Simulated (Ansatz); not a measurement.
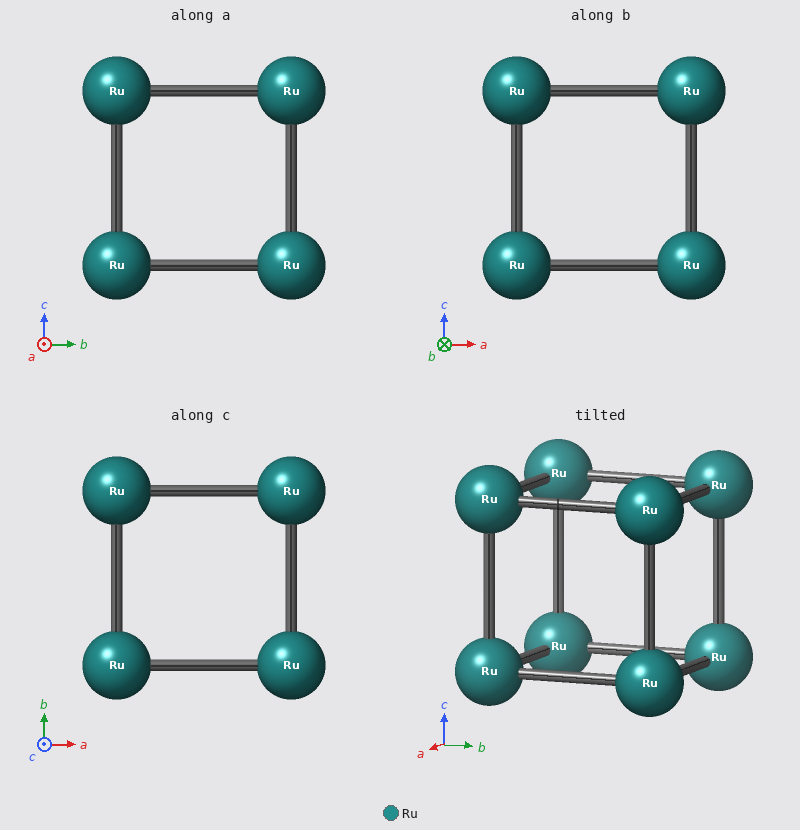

Ball-and-stick representation of a periodic structure, projected along the a axis, along the b axis, along the c axis and slightly off an axis. The parallelepiped is the conventional unit cell.

Lattice parameters: a = 2.586 Å, b = 2.586 Å, c = 2.586 Å, α = 90.00°, β = 90.00°, γ = 90.00°. Put a along x and b in the xy plane.

Express the structure as a POSCAR file.

Answer.
```
Ru
1.0
     2.586    0.000    0.000
     0.000    2.586    0.000
     0.000    0.000    2.586
Ru
1
Direct
  0.0000 0.0000 0.0000
```

The initial geometry was a structure type filled with this element by a generator (whether the element takes this form wasn't checked). Earlier steps of the study may have refined or changed the cell and positions. It was run through Ansatz as a DFT input.

At this level of theory the cell isn't at rest (stretched, at -21 GPa), so its distances can differ from those at equilibrium, the more so the softer the solid.
